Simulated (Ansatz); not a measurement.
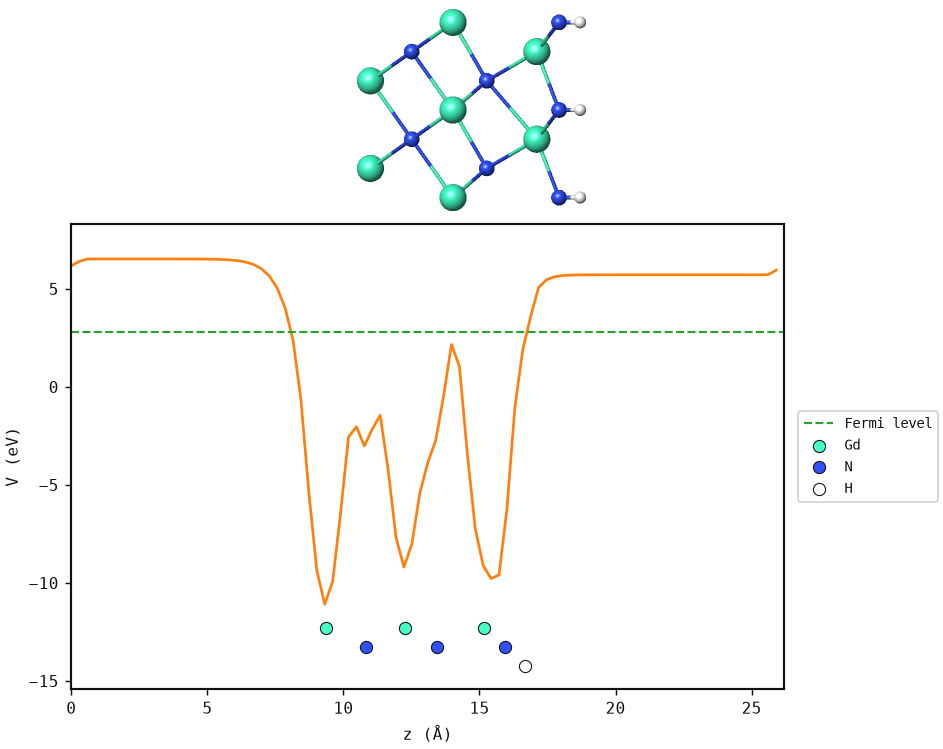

Plane-averaged electrostatic potential energy of an electron across the slab; circles at the bottom mark the heights of the atoms. The structure is drawn too.

Structure: a (111) slab cut from GdN (Fm-3m), of composition Gd3HN3 (not the bulk's), ended by N above and Gd below, 7 atoms in the cell.

Computed with Ansatz 0.2.0: DFT PBE, scalar-relativistic, plane waves, PAW, spin-polarised, 9×9×1 k mesh.

**Read off the work function of each face.**

The work function is 2.91 eV at the right face and 3.72 eV at the left.

**How thick are slab and vacuum?**

The outermost atoms are 7.3 Å apart, which leaves 18.9 Å of vacuum in a cell 26.2 Å high.

**Do the two faces differ, and what does that say about the slab's dipole?**

The vacuum level is 0.81 eV higher at the left than at the right, so the slab carries a dipole along its normal; the ramp in the vacuum, at or near the edge of the plot, is the dipole correction that keeps each side flat.

The run may have settled in a state above the lowest, so this need not be the ground state. The atoms aren't at rest in this cell (largest force 32.9 eV/Å), so the relaxed material can differ. Spin-orbit coupling is left out, which matters for Gd.
